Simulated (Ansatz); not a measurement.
## Run report: MoP, geometry relaxation

MoP (2 atoms in the cell), set up with DFT, gga, plane waves, PAW (Ansatz 0.2.0).

The structure derives from a Materials Project entry.

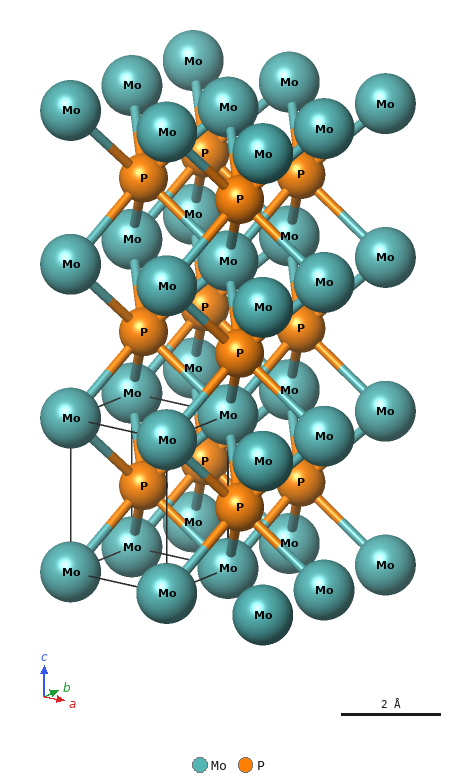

Fig. 1: The structure as given in the input (ball-and-stick view of the cell of the calculation, repeated 2 × 2 × 3, seen slightly off an axis).

Input:
```yaml
crystal:
  lattice:
    - [3.2347550738, 0.0, 0.0]
    - [-1.6173775369, 2.8013800689, 0.0]
    - [0.0, 0.0, 3.18227878]
  atoms:
    - { symbol: Mo, position: [0.0, 0.0, 0.0] }
    - { symbol: P, position: [0.3333333333, 0.6666666667, 0.5] }
kpoints:
  mp_grid: { grid: [13, 13, 11] }
scf:
  occupations: { method: fermi_dirac, width: 0.05 }
  max_iter: 80
hamiltonian:
  xc: gga
  pseudopotentials: { kind: paw }
output:
  forces: true
  stress: true
relax:
  f_tol: 0.01
  max_steps: 30
  cell: { stress_tol: 0.05, fix: [volume] }
```

Hardware: 1 thread of Arm Neoverse V1, 24 GiB of memory available, shared host.

Command:
```bash
ansatz run input.yaml --threads 1 --pin off --max-ram 2048MiB --backend cpu --events-out ev --progress --plain --runs-dir out
```

Log:
```
Error: YAML parse error: error: line 15 column 7: hamiltonian.xc: unknown variant `gga`, expected one of `lda`, `lda-pw`, `pw92`, `pbe`, `pbesol`, `rpbe`, `revpbe`, `blyp`, `pbe0`, `revpbe0`, `b3lyp`, `b3lyp5`, `hse06`, `wpbeh`, `hiss`, `lc_wpbe`, `cam_b3lyp`, `hf`, `r2scan`, `r2scanh`, `r2scan0`, `r2scan50`, `mr2scan`
  --> <input>:15:7
   |
13 |   max_iter: 80
14 | hamiltonian:
15 |   xc: gga
   |       ^ hamiltonian.xc: unknown variant `gga`, expected one of `lda`, `lda-pw`, `pw92`, `pbe`, `pbesol`, `rpbe`, `revpbe`, `blyp`, `pbe0`, `revpbe0`, `b3lyp`, `b3lyp5`, `hse06`, `wpbeh`, `hiss`, `lc_wpbe`, `cam_b3lyp`, `hf`, `r2scan`, `r2scanh`, `r2scan0`, `r2scan50`, `mr2scan`
16 |   pseudopotentials: { kind: paw }
17 | output:
   |
```

What the run reported:

| quantity | value |
| --- | --- |
| outcome | refused by the program |
| space group (tolerance 0.01 Å) | P-6m2 (187) |

A setting was made wrong on purpose: an unknown functional (`hamiltonian.xc`). The program refused the input: “YAML parse error: error: line 15 column 7: hamiltonian.xc: unknown variant `gga`, expected one of `lda`, `lda-pw`, `pw92`, `pbe`, `pbesol`, `rpbe`, `revpbe`, `blyp`, `pbe0`, `revpbe0`, `b3lyp`, `b3lyp5`, `hse06`, `wpbeh`, `hiss`, `lc_wpbe`, `cam_b3lyp`, `hf`, `r2scan`, `r2scanh`, `r2scan0`, `r2scan50`, `mr2scan` --> …”
